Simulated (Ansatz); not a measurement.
**Ta23N24 (charge −1): single-point calculation (part 3 of 3)**

Continued. System: Ta23N24 (defect cell, 47 atoms in the cell, total charge −1). Method: DFT PBE, scalar-relativistic, plane waves, PAW, spin-polarised (Ansatz 0.2.0); cutoff 420 eV, 2×2×2 k-mesh, Gaussian smearing of 0.05 eV, collinear spins. The structure derives from an entry of the Crystallography Open Database.

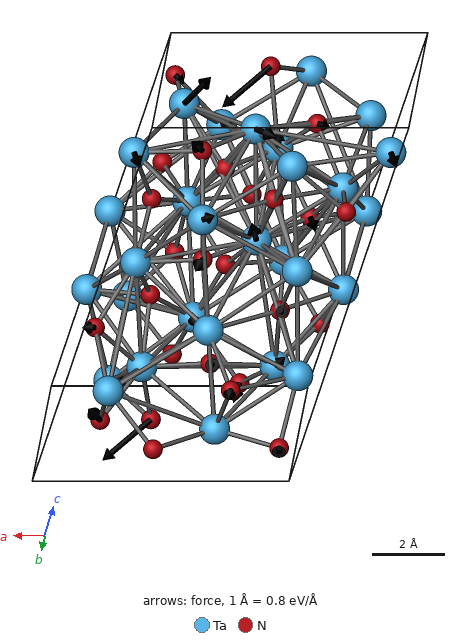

Forces on the atoms as black arrows (ball-and-stick view of the cell of the calculation, seen at an oblique angle); the smallest are left out. The largest act on N47 (1.42 eV/Å); Ta22 (0.96 eV/Å); Ta20 (0.61 eV/Å); N25 (0.59 eV/Å), among others. Atoms are counted from 1 in the order of the input and aren't labelled in the picture. The geometry is not a stationary point of this energy.

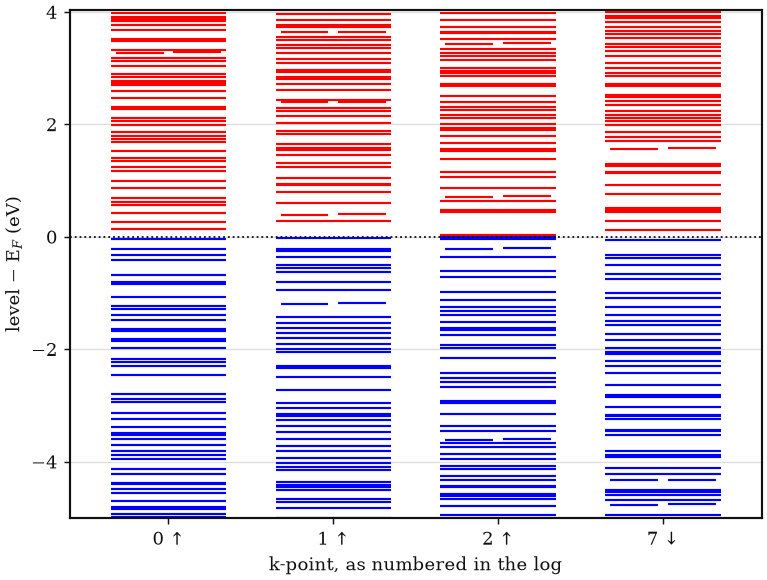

Kohn–Sham levels near the Fermi level (dotted) at the few k-points that the log prints; levels within 0.02 eV of each other stand side by side. The system is metallic on the full mesh.

Results in brief

| quantity | value |
| --- | --- |
| outcome | converged |
| electrons treated | 420 |
| free energy | −237655.8715 eV |
| Fermi energy | 21.317 eV |
| gap on the k-point mesh | none (metallic) |
| net moment of the cell | 0.00 μB |
| integrated absolute moment | 0.00 μB |
| largest force (length of the vector) | 1.423 eV/Å |
| hardware | 8 threads of Arm Neoverse V1, 24 GiB of memory available, shared host |
| wall time | 2.5 min (CPU time 20 min) |
| peak memory | 4.7 GiB |

Notes

Warnings of the run: some starting moments were not kept. The cell is charged and computed with a neutralising background, so its energy and pressure depend on the cell and aren't those of a real crystal. Spin–orbit coupling is left out, which matters for Ta.
